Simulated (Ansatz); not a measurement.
Co$_{3}$Si: geometry relaxation (part 1 of 3)

Co$_{3}$Si (P6₃/mmc, 8 atoms in the cell), computed with DFT PBEsol, scalar-relativistic, plane waves, PAW (Ansatz 0.2.0).

The structure derives from a Materials Project entry. The run did not end well. Figures and captions count atoms from 1; the log counts them from 0 in places.

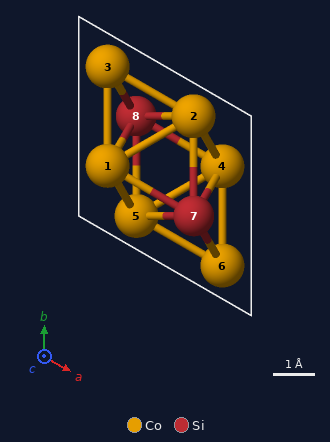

**Figure 1.** The starting structure (ball-and-stick view of the cell of the calculation, along the c axis; atoms are numbered from 1 in the order of the input). An atom can appear more than once, as a periodic image. Near neighbours in the periodic cell (some may lie outside the picture): Co has 8 Co at 2.46 to 2.50 Å and 4 Si at 2.45 to 2.49 Å; Si has 12 Co at 2.45 to 2.49 Å.

### Input
```yaml
crystal:
  lattice:
    - [4.976470242, 0.0, 0.0]
    - [-2.488235121, 4.3097496507, 0.0]
    - [0.0, 0.0, 3.972794]
  atoms:
    - { symbol: Co, position: [0.167472, 0.334944, 0.75], spin: 1.12 }
    - { symbol: Co, position: [0.665056, 0.832528, 0.75], spin: 1.12 }
    - { symbol: Co, position: [0.167472, 0.832528, 0.75], spin: 1.12 }
    - { symbol: Co, position: [0.832528, 0.665056, 0.25], spin: 1.12 }
    - { symbol: Co, position: [0.334944, 0.167472, 0.25], spin: 1.12 }
    - { symbol: Co, position: [0.832528, 0.167472, 0.25], spin: 1.12 }
    - { symbol: Si, position: [0.66666667, 0.33333333, 0.75] }
    - { symbol: Si, position: [0.33333333, 0.66666667, 0.25] }
basis:
  ecutwfc: 420
kpoints:
  mp_grid: { grid: [12, 12, 10] }
hamiltonian:
  xc: pbesol
scf:
  occupations: { method: gaussian, width: 0.1 }
output:
  forces: true
  stress: true
  eigenvalues: true
  populations: true
magnetization:
  spin_polarized: true
relax:
  adjacent_minimum: "off"
  f_tol: 0.005
  max_steps: 80
  cell: { stress_tol: 0.05 }
```

Machine: 2 threads of Arm Neoverse V2, 24 GiB of memory available, shared host.

Launched with:
```bash
ansatz run input.yaml --threads 2 --pin off --max-ram 5120MiB --backend cpu --events-out ev --progress --plain --runs-dir out
```

### Log
```
Engine: ansatz 0.2.0, aarch64-unknown-linux-gnu
Pseudopotentials: kind: paw
Pseudopotential: Co, paw, valence charge 17, recommended cutoff 420 eV (normal), Co.paw.azcp
Pseudopotential: Si, paw, valence charge 4, recommended cutoff 420 eV (normal), Si.paw.azcp
Functional definition: PBEsol
  exchange = pbesol_x
  correlation = pbesol_c
Crystal: 8 atoms, lattice volume = 85.206 Å³
Basis set: ecut = 420 eV, 1675 PW (Γ), exchange–correlation on 72×72×54 points (8 copies of the dense FFT grid, shifted against one another)
Bands: 71, of which v1, the nominal top of the filled ones, is band 55 counted from 1 (54 counted from 0)
Symmetry: 24 space group operations
Space group: P63/mmc (ITA 194), of the structure as read, at distance tolerance 4.4e-5 Å
Magnetic group: BNS 194.263 (UNI 1493), of the structure as read, at distance tolerance 4.4e-5 Å
k-points: 114 of 1440
Non-local potential: Co, projectors of the file, l = 0: 3, l = 1: 2, l = 2: 3, l = 3: 1
Non-local potential: Si, projectors of the file, l = 0: 2, l = 1: 2, l = 2: 2
PAW form: soft (Blöchl's): semilocal exchange-correlation on the pseudo side does not see the compensation charge
PAW frozen core: Co, regenerated for the run's functional, and the local potential with it (the file was generated under x = pbe(κ = 0.804, μ = 0.2195149727645171), c = pbe(β = 0.06672455060314922))
PAW frozen core: Si, regenerated for the run's functional, and the local potential with it (the file was generated under x = pbe(κ = 0.804, μ = 0.2195149727645171), c = pbe(β = 0.06672455060314922))
PAW one-centre angular grid: Co, 590 points (default); XC on 64 Gauss nodes
PAW one-centre angular grid: Si, 110 points (default); XC on 64 Gauss nodes
Initial density: superposition of atomic densities (chi_scale 0.1, normalization cell)
Starting moments: Σ|m| = 6.72 μB on 6 of 8 sites
Initial wavefunctions: pseudopotential atomic-orbital guess
Functional: x = pbesol(κ = 0.804, μ = 0.12345679012345678), c = pbesol(β = 0.046)
SCF iter   1: F=—  HF=-31799.670512 eV  |F-HF|=—  |Δ(HF+E_count)|=         —  Δρ=7.88e-2 (↑5.05e-2 ↓7.88e-2)  dr2=7.93e0  dr2_m=1.96e-1  M=6.304 μB ∫|m|=6.744 μB  β_m=0.30  ethr=3.10e-3  ⟨swp⟩=5.4  Hψ=53945  notcnv=0  defer=81
Mixer restart at iter 1: flushing history
preconditioner: auto → Kerker (q_TF=auto, 2.847 Å⁻¹)  [metal: Δε(μ)=0.002 eV  Ē_g=7.150 eV  σ=0.100 eV  W_gap=0.01  n_scr=26 (ndim 8)  ℏωp=31.7 eV  f_vac=0.000  D(μ)=11.71/eV (n_scr^D=162)]
spin=Collinear: Kerker preconditioning applied to the charge; magnetization (m = ρ↑ − ρ↓) channel mixes plain (no charge-response kernel on spin).
SCF iter   2: F=—  HF=-31797.107498 eV  |F-HF|=—  |Δ(HF+E_count)|=    2.56e0  Δρ=2.53e-2 (↑1.57e-2 ↓2.53e-2)  dr2=6.07e-1  dr2_m=2.07e-1  M=6.413 μB ∫|m|=6.926 μB  β_m=0.33  ethr=3.10e-3  ⟨swp⟩=2.0  Hψ=25935  notcnv=0  defer=1661
SCF iter   3: F=—  HF=-31799.633495 eV  |F-HF|=—  |Δ(HF+E_count)|=    2.53e0  Δρ=1.98e-2 (↑1.98e-2 ↓1.10e-2)  dr2=6.25e-1  dr2_m=9.33e-2  M=6.338 μB ∫|m|=6.933 μB  β_m=0.66  ethr=5.52e-4  ⟨swp⟩=2.0  Hψ=17988  notcnv=0  defer=1662
SCF iter   4: F=—  HF=-31803.308336 eV  |F-HF|=—  |Δ(HF+E_count)|=    3.67e0  Δρ=1.69e-2 (↑1.68e-2 ↓1.69e-2)  dr2=9.90e-1  dr2_m=2.29e-3  M=6.061 μB ∫|m|=6.812 μB  β_m=0.83  ethr=5.52e-4  ⟨swp⟩=2.0  Hψ=25234  notcnv=0  defer=1661
SCF iter   5: F=—  HF=-31803.528086 eV  |F-HF|=—  |Δ(HF+E_count)|=   2.20e-1  Δρ=6.83e-3 (↑6.83e-3 ↓3.57e-3)  dr2=4.06e-2  dr2_m=2.66e-3  M=5.787 μB ∫|m|=6.561 μB  β_m=0.92  ethr=5.52e-4  ⟨swp⟩=2.4  Hψ=27279  notcnv=0  defer=1657
SCF iter   6: F=—  HF=-31803.523515 eV  |F-HF|=—  |Δ(HF+E_count)|=         —  Δρ=5.39e-3 (↑5.39e-3 ↓1.27e-3)  dr2=8.76e-3  dr2_m=7.99e-3  M=5.661 μB ∫|m|=6.425 μB  β_m=0.92  ethr=3.69e-5  ⟨swp⟩=2.1  Hψ=25049  notcnv=0  defer=1657
Mixer restart at iter 6: flushing history
SCF iter   7: F=—  HF=-31803.526479 eV  |F-HF|=—  |Δ(HF+E_count)|=   2.96e-3  Δρ=2.82e-3 (↑2.46e-3 ↓2.82e-3)  dr2=1.07e-2  dr2_m=3.09e-5  M=5.669 μB ∫|m|=6.423 μB  β_m=0.78  ethr=7.96e-6  ⟨swp⟩=2.0  Hψ=30681  notcnv=0  defer=1663
SCF iter   8: F=—  HF=-31803.523230 eV  |F-HF|=—  |Δ(HF+E_count)|=   3.25e-3  Δρ=1.90e-3 (↑1.90e-3 ↓4.64e-4)  dr2=2.47e-3  dr2_m=4.35e-4  M=5.649 μB ∫|m|=6.401 μB  β_m=0.72  ethr=7.96e-6  ⟨swp⟩=2.0  Hψ=30658  notcnv=0  defer=1657
SCF iter   9: F=—  HF=-31803.522637 eV  |F-HF|=—  |Δ(HF+E_count)|=   5.92e-4  Δρ=7.63e-4 (↑7.63e-4 ↓1.17e-4)  dr2=2.23e-4  dr2_m=1.28e-4  M=5.648 μB ∫|m|=6.397 μB  β_m=0.86  ethr=2.24e-6  ⟨swp⟩=2.1  Hψ=20834  notcnv=0  defer=1662
SCF iter  10: F=—  HF=-31803.522552 eV  |F-HF|=—  |Δ(HF+E_count)|=   8.55e-5  Δρ=1.45e-4 (↑1.45e-4 ↓3.67e-5)  dr2=5.31e-6  dr2_m=5.80e-6  M=5.645 μB ∫|m|=6.392 μB  β_m=0.89  ethr=2.03e-7  ⟨swp⟩=2.5  Hψ=26562  notcnv=0  defer=1662
SCF iter  11: F=—  HF=-31803.522549 eV  |F-HF|=—  |Δ(HF+E_count)|=   3.02e-6  Δρ=4.60e-5 (↑4.60e-5 ↓1.03e-5)  dr2=6.20e-7  dr2_m=5.63e-7  M=5.645 μB ∫|m|=6.392 μB  β_m=0.94  ethr=4.83e-9  ⟨swp⟩=2.1  Hψ=25533  notcnv=0  defer=1662
SCF iter  12: F=—  HF=-31803.522549 eV  |F-HF|=—  |Δ(HF+E_count)|=   5.84e-9  Δρ=7.03e-6 (↑7.03e-6 ↓4.77e-6)  dr2=5.55e-9  dr2_m=2.65e-8  M=5.645 μB ∫|m|=6.391 μB  β_m=0.97  ethr=5.63e-10  ⟨swp⟩=2.0  Hψ=24895  notcnv=0  defer=1662
SCF iter  13: F=-31803.522549 eV  HF=-31803.522549 eV  |F-HF|=4.50e-9  |Δ(HF+E_count)|=   1.30e-9  Δρ=1.47e-6 (↑1.30e-6 ↓1.47e-6)  dr2=5.49e-9  dr2_m=1.16e-11  M=5.645 μB ∫|m|=6.391 μB  ethr=5.05e-12  ⟨swp⟩=6.8  Hψ=64414  notcnv=0
SCF 1 converged in 13 iterations: F = -31803.522549 eV  dr2 = 5.49e-9
  greatest PAW one-centre occupation: 1.001 electrons in one spin orbital (limit 2), on the Co atom at site 4 (counted from 0), in its partial waves of l = 1
relax step   1: F+E_penalty+E_count = -31803.52254890 eV  Δ(F+E_penalty+E_count) = +0.000e0 eV  max|allowed force component| = 9.395e-2 eV/Å  Δτ_max = 0.0000 Å  P = -8.086 GPa  Ω = 85.206 Å³  (13 SCF iters, dr2 threshold 1.00e-7 eV, accepted)
Crystal: 8 atoms, lattice volume = 83.599 Å³
Basis set: ecut = 420 eV, 1663 PW (Γ), exchange–correlation on 72×72×54 points (8 copies of the dense FFT grid, shifted against one another)
Initial density: handed on by an earlier stage of this run
Starting moments: Σ|m| = 6.72 μB on 6 of 8 sites; this step starts from the density that it was given
Initial wavefunctions: those handed on with the density
iter 1 solved again at ethr=2.42e-5 eV; its pass at ethr=3.10e-3 eV (dr2=2.66e-2 eV) is discarded
SCF iter   1: F=—  HF=-31803.582528 eV  |F-HF|=—  |Δ(HF+E_count)|=         —  Δρ=7.69e-3 (↑7.69e-3 ↓1.56e-3)  dr2=2.75e-2  dr2_m=1.39e-2  M=5.465 μB ∫|m|=6.186 μB  β_m=0.65  ethr=2.42e-5  ⟨swp⟩=1.4  Hψ=63795  notcnv=0
preconditioner: auto → none  [metal: Δε(μ)=0.001 eV  Ē_g=7.457 eV  σ=0.100 eV  W_gap=0.01  n_scr=8 (ndim 8)  ℏωp=32.0 eV  f_vac=0.000  D(μ)=13.71/eV (n_scr^D=240)]
SCF iter   2: F=—  HF=-31803.586052 eV  |F-HF|=—  |Δ(HF+E_count)|=   3.52e-3  Δρ=5.86e-3 (↑5.86e-3 ↓5.20e-3)  dr2=5.65e-2  dr2_m=8.84e-5  M=5.539 μB ∫|m|=6.257 μB  β_m=0.32  ethr=2.42e-5  ⟨swp⟩=2.0  Hψ=32376  notcnv=0
SCF iter   3: F=—  HF=-31803.577631 eV  |F-HF|=—  |Δ(HF+E_count)|=   8.42e-3  Δρ=1.92e-3 (↑1.73e-3 ↓1.92e-3)  dr2=1.05e-4  dr2_m=2.48e-3  M=5.484 μB ∫|m|=6.203 μB  β_m=0.60  ethr=2.42e-5  ⟨swp⟩=2.8  Hψ=32218  notcnv=0  defer=942
SCF iter   4: F=—  HF=-31803.584616 eV  |F-HF|=—  |Δ(HF+E_count)|=   6.99e-3  Δρ=1.69e-3 (↑8.85e-4 ↓1.69e-3)  dr2=5.80e-4  dr2_m=1.24e-3  M=5.419 μB ∫|m|=6.132 μB  β_m=0.80  ethr=9.54e-8  ⟨swp⟩=2.0  Hψ=30039  notcnv=0  defer=979
SCF iter   5: F=—  HF=-31803.585530 eV  |F-HF|=—  |Δ(HF+E_count)|=   9.14e-4  Δρ=8.51e-4 (↑8.51e-4 ↓8.05e-4)  dr2=5.18e-5  dr2_m=5.13e-4  M=5.357 μB ∫|m|=6.063 μB  β_m=0.49  ethr=9.54e-8  ⟨swp⟩=2.7  Hψ=31565  notcnv=0  defer=979
SCF iter   6: F=—  HF=-31803.585195 eV  |F-HF|=—  |Δ(HF+E_count)|=   3.35e-4  Δρ=8.24e-4 (↑8.24e-4 ↓1.07e-4)  dr2=3.25e-4  dr2_m=1.26e-4  M=5.308 μB ∫|m|=6.006 μB  β_m=0.73  ethr=4.70e-8  ⟨swp⟩=2.5  Hψ=30879  notcnv=0  defer=979
SCF iter   7: F=—  HF=-31803.585555 eV  |F-HF|=—  |Δ(HF+E_count)|=   3.60e-4  Δρ=1.94e-4 (↑1.94e-4 ↓3.56e-5)  dr2=2.10e-5  dr2_m=7.46e-6  M=5.321 μB ∫|m|=6.019 μB  β_m=0.82  ethr=4.70e-8  ⟨swp⟩=2.0  Hψ=29029  notcnv=0  defer=979
SCF iter   8: F=—  HF=-31803.585608 eV  |F-HF|=—  |Δ(HF+E_count)|=   5.30e-5  Δρ=3.41e-5 (↑3.41e-5 ↓8.51e-6)  dr2=1.07e-6  dr2_m=1.55e-7  M=5.325 μB ∫|m|=6.023 μB  β_m=0.86  ethr=1.91e-8  ⟨swp⟩=2.4  Hψ=27771  notcnv=0  defer=979
SCF iter   9: F=—  HF=-31803.585610 eV  |F-HF|=—  |Δ(HF+E_count)|=   1.81e-6  Δρ=1.50e-5 (↑1.41e-5 ↓1.50e-5)  dr2=4.98e-7  dr2_m=3.04e-9  M=5.325 μB ∫|m|=6.023 μB  β_m=0.93  ethr=9.77e-10  ⟨swp⟩=2.1  Hψ=23758  notcnv=0  defer=979
SCF iter  10: F=-31803.585611 eV  HF=-31803.585611 eV  |F-HF|=4.22e-8  |Δ(HF+E_count)|=   1.27e-6  Δρ=7.65e-6 (↑1.64e-6 ↓7.65e-6)  dr2=5.17e-8  dr2_m=8.18e-9  M=5.327 μB ∫|m|=6.024 μB  ethr=4.53e-10  ⟨swp⟩=5.8  Hψ=71958  notcnv=0
SCF 2 converged in 10 iterations: F = -31803.585611 eV  dr2 = 5.17e-8
[... from here on the iterations of each SCF are left out, up to the last one ...]
relax step   2: F+E_penalty+E_count = -31803.58561118 eV  Δ(F+E_penalty+E_count) = -6.306e-2 eV  max|allowed force component| = 3.290e-2 eV/Å  Δτ_max = 0.0015 Å  P = -4.078 GPa  Ω = 83.599 Å³  energy of the carried Pulay correction = +1.504e-3 eV  (10 SCF iters, dr2 threshold 8.00e-7 eV, accepted)
Crystal: 8 atoms, lattice volume = 82.016 Å³
preconditioner: auto → Kerker (q_TF=auto, 2.865 Å⁻¹)  [metal: Δε(μ)=0.001 eV  Ē_g=7.580 eV  σ=0.100 eV  W_gap=0.00  n_scr=26 (ndim 8)  ℏωp=32.3 eV  f_vac=0.000  D(μ)=15.45/eV (n_scr^D=276)]
spin=Collinear: Kerker preconditioning applied to the charge; magnetization (m = ρ↑ − ρ↓) channel mixes plain (no charge-response kernel on spin).
WARN: the starting moments were not kept: the SCF closed with an absolute magnetisation of 2.1e-4 μB, where they sum to 6.72 μB in size (6 sites). That is at most 0.1 of that sum. Measured as dr2_m measures the in/out step, that magnetisation stands 1.7e-8 eV from none, at or under the dr2_threshold of 8.0e-7 eV: it is no larger than a step whose dr2_m would equal this threshold. The system may hold no moment; this SCF shows only that its start led to no more than that. This SCF took its magnetisation from the state that an earlier stage of the run handed on, and the starting moments (crystal.atoms[].spin, magnetization.per_species, magnetization.initial_magnetization, or on a non-collinear deck that types none of these the spinor_matrix: blocks that start its atoms; where the total moment is fixed, keep their sum and leave initial_magnetization as it is) reach it only through that state. Under a hybrid functional, moments that its semilocal warm-up loses can be held through it (magnetization.spin_locking: {lock_spins: true, release_at_the_exchange_loop: true}, refused in a deck that types no crystal.atoms[].spin or magnetization.per_species, and beside md: or magnetic_configurations:, beside output.atomic_orbital_hamiltonian at one k-point under exchange of full range, and beside output.current_voltage). To try another start, change the starting moments or, where the run itself opened from a saved state (the deck's checkpoint.read, a session's seed or a resume), run it without that state.
SCF 3 converged in 15 iterations: F = -31803.741561 eV  dr2 = 3.00e-8
relax step   3: F+E_penalty+E_count = -31803.74156109 eV  Δ(F+E_penalty+E_count) = -1.559e-1 eV  max|allowed force component| = 2.747e-1 eV/Å  Δτ_max = 0.0005 Å  P = -3.800 GPa  Ω = 82.016 Å³  energy of the carried Pulay correction = +3.014e-3 eV  (15 SCF iters, dr2 threshold 8.00e-7 eV, accepted)
Crystal: 8 atoms, lattice volume = 72.160 Å³
Basis set: ecut = 420 eV, 1375 PW (Γ), exchange–correlation on 72×72×54 points (8 copies of the dense FFT grid, shifted against one another)
preconditioner: auto → Kerker (q_TF=auto, 2.927 Å⁻¹)  [metal: Δε(μ)=0.005 eV  Ē_g=8.481 eV  σ=0.100 eV  W_gap=0.03  n_scr=26 (ndim 8)  ℏωp=34.4 eV  f_vac=0.000  D(μ)=7.64/eV (n_scr^D=94)]
spin=Collinear: Kerker preconditioning applied to the charge; magnetization (m = ρ↑ − ρ↓) channel mixes plain (no charge-response kernel on spin).
the starting moments were not kept: the SCF closed with an absolute magnetisation of 1.4e-5 μB, where they sum to 6.72 μB in size (6 sites). That is at most 0.1 of that sum. Measured as dr2_m measures the in/out step, that magnetisation stands 7.9e-11 eV from none, at or under the dr2_threshold of 8.0e-7 eV: it is no larger than a step whose dr2_m would equal this threshold.
SCF 4 converged in 12 iterations: F = -31802.755150 eV  dr2 = 4.16e-9
relax step   4: F+E_penalty+E_count = -31802.75514998 eV  Δ(F+E_penalty+E_count) = +9.864e-1 eV  max|allowed force component| = 5.008e-1 eV/Å  Δτ_max = 0.0224 Å  P = +40.548 GPa  Ω = 72.160 Å³  energy of the carried Pulay correction = +1.310e-2 eV  (12 SCF iters, dr2 threshold 8.00e-7 eV, rejected (line search))
Crystal: 8 atoms, lattice volume = 81.081 Å³
Basis set: ecut = 420 eV, 1639 PW (Γ), exchange–correlation on 72×72×54 points (8 copies of the dense FFT grid, shifted against one another)
preconditioner: auto → Kerker (q_TF=auto, 2.871 Å⁻¹)  [metal: Δε(μ)=0.003 eV  Ē_g=7.704 eV  σ=0.100 eV  W_gap=0.02  n_scr=26 (ndim 8)  ℏωp=32.5 eV  f_vac=0.001  D(μ)=8.82/eV (n_scr^D=130)]
spin=Collinear: Kerker preconditioning applied to the charge; magnetization (m = ρ↑ − ρ↓) channel mixes plain (no charge-response kernel on spin).
the starting moments were not kept: the SCF closed with an absolute magnetisation of 2.2e-6 μB, where they sum to 6.72 μB in size (6 sites). That is at most 0.1 of that sum. Measured as dr2_m measures the in/out step, that magnetisation stands 2.1e-12 eV from none, at or under the dr2_threshold of 8.0e-11 eV: it is no larger than a step whose dr2_m would equal this threshold.
SCF 5 converged in 14 iterations: F = -31803.764281 eV  dr2 = 1.64e-12
relax step   5: F+E_penalty+E_count = -31803.76428113 eV  Δ(F+E_penalty+E_count) = -2.272e-2 eV  max|allowed force component| = 7.234e-2 eV/Å  Δτ_max = 0.0081 Å  P = -0.806 GPa  Ω = 81.081 Å³  energy of the carried Pulay correction = +3.920e-3 eV  (14 SCF iters, accepted)
Crystal: 8 atoms, lattice volume = 80.816 Å³
Basis set: ecut = 420 eV, 1603 PW (Γ), exchange–correlation on 72×72×54 points (8 copies of the dense FFT grid, shifted against one another)
preconditioner: auto → none  [metal: Δε(μ)=0.001 eV  Ē_g=7.626 eV  σ=0.100 eV  W_gap=0.01  n_scr=8 (ndim 8)  ℏωp=32.5 eV  f_vac=0.000  D(μ)=9.56/eV (n_scr^D=136)]
the starting moments were not kept: the SCF closed with an absolute magnetisation of 1.4e-4 μB, where they sum to 6.72 μB in size (6 sites). That is at most 0.1 of that sum. Measured as dr2_m measures the in/out step, that magnetisation stands 8.2e-9 eV from none, at or under the dr2_threshold of 8.0e-7 eV: it is no larger than a step whose dr2_m would equal this threshold.
SCF 6 converged in 9 iterations: F = -31803.765898 eV  dr2 = 4.72e-7
  greatest PAW one-centre occupation: 1.000 electrons in one spin orbital (limit 2), on the Co atom at site 4 (counted from 0), in its partial waves of l = 1
relax step   6: F+E_penalty+E_count = -31803.76589832 eV  Δ(F+E_penalty+E_count) = -1.617e-3 eV  max|allowed force component| = 7.131e-3 eV/Å  Δτ_max = 0.0025 Å  P = +0.078 GPa  Ω = 80.816 Å³  energy of the carried Pulay correction = +4.178e-3 eV  (9 SCF iters, dr2 threshold 8.00e-7 eV, accepted)
Crystal: 8 atoms, lattice volume = 80.818 Å³
iter 1 solved again at ethr=1.12e-8 eV; its pass at ethr=3.10e-3 eV (dr2=1.23e-5 eV) is discarded
```
